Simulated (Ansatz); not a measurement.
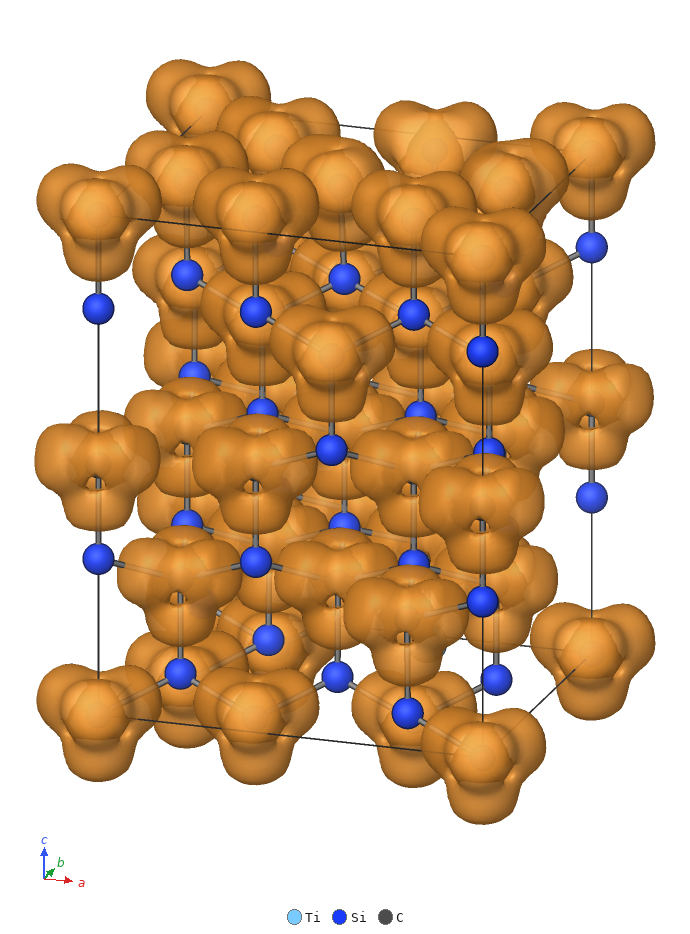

The picture shows: TiSi31C32 (cell with a defect). Isosurface of the electron localisation function at 0.7 (orange), seen slightly off an axis. Core shells and regions of very low density are left out. Sticks mark near contacts.

The program warned that a starting moment wasn't kept; spin-polarised, but the moments vanished.

These are results of DFT PBE, scalar-relativistic, plane waves, PAW (Ansatz 0.2.0), not measurements.

What do the ELF domains correspond to?

Answer. At this value the surface marks out 32 regions on C in which the atom's valence shell and bonds are merged, counted in one cell of 64 atoms. Any copies at cell faces, edges or corners count once. Along the contacts the grid gives the following. Si–C (1.87 Å): the ELF peaks at about 0.90 between the atoms; localised, covalent bonding. Ti–C (2.00 Å): the ELF peaks at about 0.85 in the valence shell of C, 0.7 Å from its nucleus, and is about 0.45 at the midpoint.

Metal or insulator at this level of theory?

Answer. It is gapped, with a Kohn–Sham gap of 2.5 eV on the k-point mesh (the band edges may lie off the mesh, which would make the gap smaller).
